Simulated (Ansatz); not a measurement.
The compound is As₂Pt (space group Pa-3, No. 205), taken as coordinates from a relaxation with DFT, PBE, plane waves, PAW (Ansatz 0.2.0).

```
As Pt
1.0
     6.05757    0.00000    0.00000
     0.00000    6.05757    0.00000
     0.00000    0.00000    6.05757
As Pt
8 4
Direct
  0.38351 0.38351 0.38351
  0.11649 0.61649 0.88351
  0.88351 0.11649 0.61649
  0.61649 0.88351 0.11649
  0.61649 0.61649 0.61649
  0.88351 0.38351 0.11649
  0.11649 0.88351 0.38351
  0.38351 0.11649 0.88351
  0.00000 0.00000 0.00000
  0.50000 0.00000 0.50000
  0.50000 0.50000 0.00000
  0.00000 0.50000 0.50000
```

Bonds are taken as As–As below 2.7 Å and As–Pt below 2.8 Å. Atoms with one bond or none are removed and atoms with two bonds are replaced by edges, until no such atom is left.

Derive the underlying net.

The result is a binodal (4,6)-connected, three-periodic net: As is a 4-connected node; Pt is a 6-connected node, in the ratio 2:1. It is a single net, without interpenetration.

```
node  links  point symbol  coordination sequence
  As      4            5⁶     4 18 37 70 105 169
  Pt      6        5¹²·8³     6 18 44 68 120 152
```

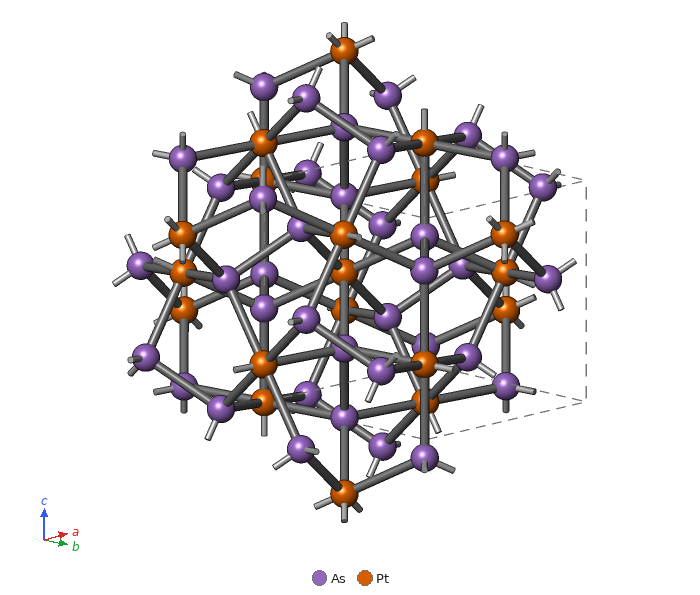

Nodes are coloured by element. Short stubs are edges that leave the cut-out.
